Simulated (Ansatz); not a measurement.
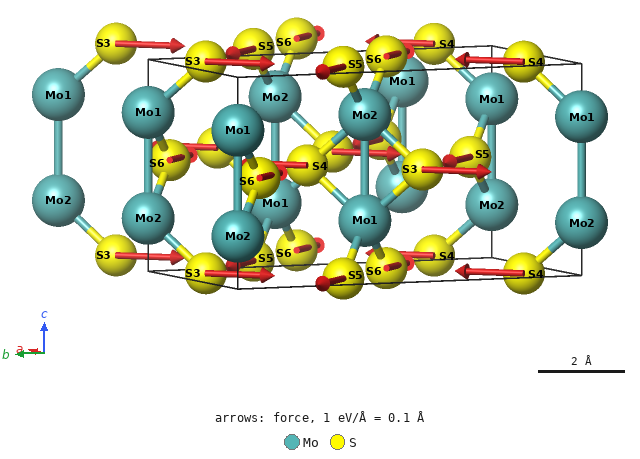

Starting geometry of crystalline MoS2 (built on the SiS2-72 type type) with the computed forces as red arrows. Style: ball-and-stick. Shown: the conventional cell (2 times the calculation's cell), repeated 2 × 1 × 1 with one cell outlined, from a free direction. Lengths and directions refer to the drawn axes.

All numbers below come from DFT, PBEsol, plane waves, PAW in Ansatz. Settings: plane-wave cutoff 420 eV; k-point mesh 6 × 6 × 6; occupations fermi dirac; smearing width 0.03 eV; no spin polarisation; cell and atoms relaxed; force threshold 0.01 eV/Å; at most 120 steps.

**What follows when this structure is relaxed?**

It isn't relaxed: the largest force vector, on S atoms, is 17.58 eV/Å. The final displacements follow the starting forces only in part (cosine between the two patterns 0.66). The largest moves relative to the cell, 0.23 Å, are those of S3, S4, S5 and S6. S3 goes along −a. Mo stays in place. The drawn cell changes as follows: a 5.169 → 5.596 Å (+8.3 %), b 8.830 → 9.909 Å (+12.2 %), c 4.989 → 5.667 Å (+13.6 %); the volume changes by +38.0 %. Some distances before and after: S3–S4 2.912 → 3.527 Å, Mo1–S3 1.917 → 2.262 Å, Mo1–Mo2 2.494 → 2.834 Å. Among the angles between lasting bonds that change: S3–Mo1–S5 114.2° → 106.1°, S3–Mo1–S6 115.9° → 120.5°, Mo1–S3–Mo2 81.2° → 77.6°. The space group stays Ibam (No. 72). The energy falls by 2373 meV per atom in 11 accepted moves (13 points after the start). The largest force component goes from 13 to 0.00074 eV/Å. The pressure goes from 94.88 to −0.01 GPa. At 2 points the geometry stayed and the basis and grid were re-selected for the new cell (energy shift of 3.6 meV per atom at most each time). The run took 41 s on 2 threads of AMD EPYC 7R13 Processor (Zen 3), on a shared host, peak memory 0.7 GiB.
